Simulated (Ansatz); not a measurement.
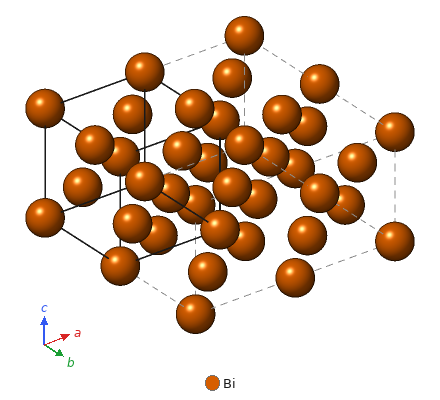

Bi (Fm-3m, No. 225): the geometry given to an electronic-structure calculation, possibly off equilibrium; the starting structure was generated, so it need not be a known form of this composition.

```
Bi
1.0
     5.00785    0.00000    0.00000
     0.00000    5.00785    0.00000
     0.00000    0.00000    5.00785
Bi
4
Direct
  0.00000 0.00000 0.00000
  0.00000 0.50000 0.50000
  0.50000 0.00000 0.50000
  0.50000 0.50000 0.00000
```

> What will a Z-contrast image along [111] show? Simulation: incoherent imaging, intensity Z^1.7 per atom, probe width 1.22 Å, thin sample. The probe carries 25 % of its weight in a tail 2.5 times as wide. Shot noise was added.

The columns repeat on a hexagonal net with a repeat of 2.04 Å (plane group p6mm). All columns are alike (Bi). The shortest distance between visible columns is 2.04 Å in projection. Along the beam the structure repeats every 8.67 Å.

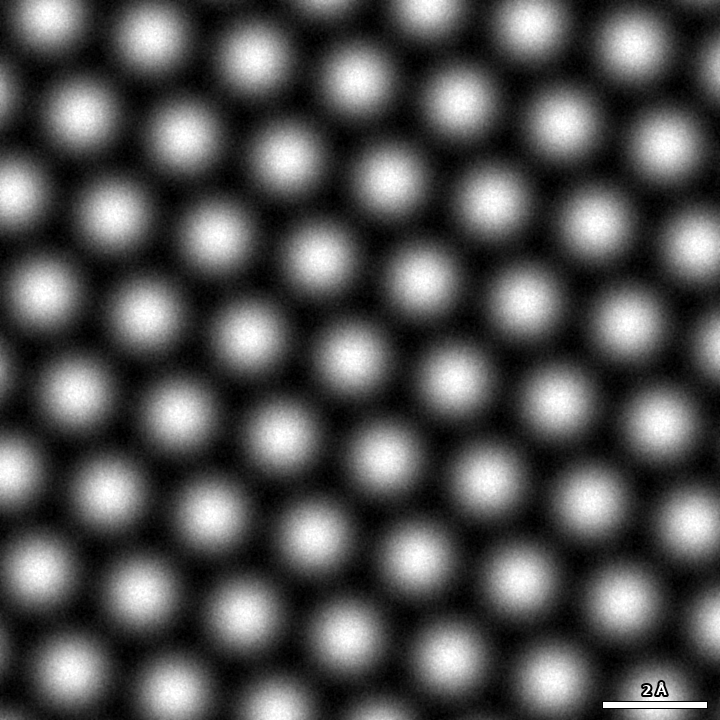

The simulated image.
